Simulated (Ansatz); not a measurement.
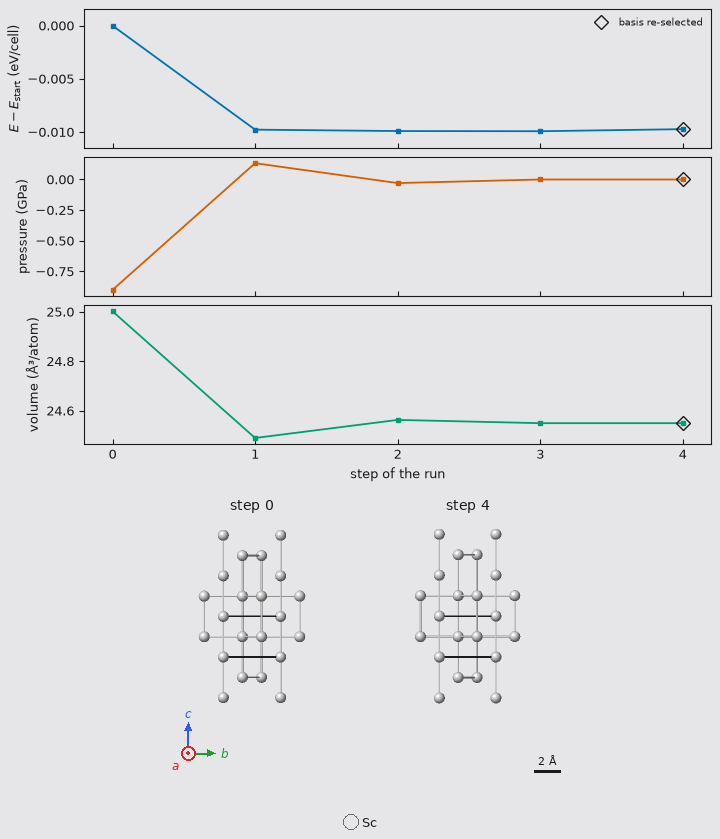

First and last geometry of a relaxation of a crystal of Sc (a generated structure, set up in P6/mmm), with the history of the run. A ball-and-stick model of the cell of the calculation, repeated 1 × 1 × 2 with one cell outlined, seen along the a axis.

Phase: omega (AlB2-type).

Method: Ansatz, DFT, PBE, plane waves (420 eV) with PAW, scalar-relativistic.

The input:
```yaml
crystal:
  lattice:
    - [5.2083761254, 0.0, 0.0]
    - [-2.6041880627, 4.5105860371, 0.0]
    - [0.0, 0.0, 3.1927345649]
  atoms:
    - { symbol: Sc, position: [0.0, 0.0, 0.0] }
    - { symbol: Sc, position: [0.3333333333, 0.6666666667, 0.5] }
    - { symbol: Sc, position: [0.6666666667, 0.3333333333, 0.5] }
hamiltonian:
  xc: pbe
  pseudopotentials:
    kind: paw
    azcp:
      Sc: "pseudopotentials/Sc.paw.azcp"
basis:
  ecutwfc: 420
  fft_grid_basis: typed
kpoints:
  mp_grid: { grid: [7, 7, 10], shift: [0, 0, 0] }
magnetization:
  spin_polarized: false
scf:
  occupations: { method: fermi_dirac, width: 0.1 }
relax:
  max_steps: 60
  f_tol: 0.01
  cell: {}
```

Run as
```bash
ansatz run input.yaml --threads 1 --pin off --max-ram 3584MiB --backend cpu --events-out ev --progress --plain --runs-dir out
```

Question: Read the history and describe the run.

Answer: It converged. After 3 accepted moves (4 points after the start) the energy has fallen by 9.7 meV per cell of the calculation. All forces vanish by symmetry, so only the cell relaxes. The pressure goes from −0.90 to 0.00 GPa. The SCF was repeated once at an unchanged geometry on a basis and grid sized afresh for the cell, which shifted the energy by 0.2 meV per cell of the calculation at most. The atoms keep their places relative to the cell (all moves are under 0.005 Å). The volume changes by −1.8 %, with a = b 5.208 → 5.140 Å (−1.3 %), c 3.193 → 3.219 Å (+0.8 %). Some distances before and after: Sc2–Sc3 3.007 → 2.967 Å, Sc1–Sc2 3.405 → 3.376 Å, Sc1–Sc1 3.193 → 3.219 Å. The space group stays P6/mmm (No. 191). Cost: 28 s on 1 thread of Intel(R) Xeon(R) Platinum 8259CL CPU @ 2.50GHz (Skylake/Cascade Lake), with other jobs on the host, peak memory 0.57 GiB.

```csv
step,"E − E(0), meV/atom","pressure, GPa","volume, Å³/atom",note
0,0.00,-0.90,25.002,
1,-3.26,0.13,24.490,
2,-3.30,-0.03,24.563,
3,-3.31,0.00,24.550,
4,-3.24,0.00,24.550,"same geometry, new basis"
```
